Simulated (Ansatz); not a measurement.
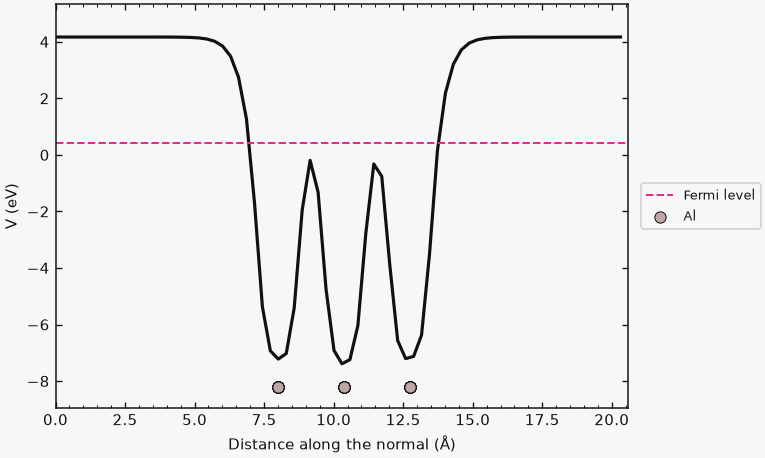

Plane-averaged electrostatic potential energy of an electron across the slab; circles at the bottom mark the heights of the atoms (positions after relaxation).

Input of the run:

```
crystal:
  lattice:
    - [8.4486369609, 0.0, 0.0]
    - [-4.2243184805, 7.3167342355, 0.0]
    - [0.0, 0.0, 20.5988554614]
  atoms:
    - { symbol: Al, position: [0.2222222222, 0.1111111111, 0.3883710925] }
    - { symbol: Al, position: [0.2222222222, 0.4444444444, 0.3883710925] }
    - { symbol: Al, position: [0.2222222222, 0.7777777778, 0.3883710925] }
    - { symbol: Al, position: [0.5555555556, 0.1111111111, 0.3883710925] }
    - { symbol: Al, position: [0.5555555556, 0.4444444444, 0.3883710925] }
    - { symbol: Al, position: [0.5555555556, 0.7777777778, 0.3883710925] }
    - { symbol: Al, position: [0.8888888889, 0.1111111111, 0.3883710925] }
    - { symbol: Al, position: [0.8888888889, 0.4444444444, 0.3883710925] }
    - { symbol: Al, position: [0.8888888889, 0.7777777778, 0.3883710925] }
    - { symbol: Al, position: [0.4444444444, 0.2222222222, 0.5] }
    - { symbol: Al, position: [0.4444444444, 0.5555555556, 0.5] }
    - { symbol: Al, position: [0.4444444444, 0.8888888889, 0.5] }
    - { symbol: Al, position: [0.7777777778, 0.2222222222, 0.5] }
    - { symbol: Al, position: [0.7777777778, 0.5555555556, 0.5] }
    - { symbol: Al, position: [0.7777777778, 0.8888888889, 0.5] }
    - { symbol: Al, position: [0.1111111111, 0.2222222222, 0.5] }
    - { symbol: Al, position: [0.1111111111, 0.5555555556, 0.5] }
    - { symbol: Al, position: [0.1111111111, 0.8888888889, 0.5] }
    - { symbol: Al, position: [0.6666666667, 0.3333333333, 0.6116289075] }
    - { symbol: Al, position: [0.6666666667, 0.6666666667, 0.6116289075] }
    - { symbol: Al, position: [0.6666666667, 0.0, 0.6116289075] }
    - { symbol: Al, position: [0.0, 0.3333333333, 0.6116289075] }
    - { symbol: Al, position: [0.0, 0.6666666667, 0.6116289075] }
    - { symbol: Al, position: [0.0, 0.0, 0.6116289075] }
    - { symbol: Al, position: [0.3333333333, 0.3333333333, 0.6116289075] }
    - { symbol: Al, position: [0.3333333333, 0.6666666667, 0.6116289075] }
    - { symbol: Al, position: [0.3333333333, 0.0, 0.6116289075] }
basis:
  ecutwfc: 420
kpoints:
  mp_grid: { grid: [3, 3, 1] }
hamiltonian:
  xc: pbe
  dispersion: d3bj
scf:
  occupations: { method: gaussian, width: 0.1 }
output:
  forces: true
  eigenvalues: true
relax:
  adjacent_minimum: "off"
  f_tol: 0.03
  max_steps: 70
  constraints: [{ sites: [0, 1, 2, 3, 4, 5, 6, 7, 8] }]
efield:
  axis: 3
  dipole_correction: true
  ramp_width: 0.04
```

Launched with:
```bash
ansatz run input.yaml --threads 4 --pin off --max-ram 10240MiB --backend cpu --events-out ev --progress --plain --runs-dir out
```

**Read off the work function of each face.**

The work function is 3.76 eV, the same on both faces. The two vacuum levels agree, so the slab has no net dipole along its normal.

**How thick are slab and vacuum?**

The outermost atoms are 4.7 Å apart, which leaves 15.9 Å of vacuum in a cell 20.6 Å high.
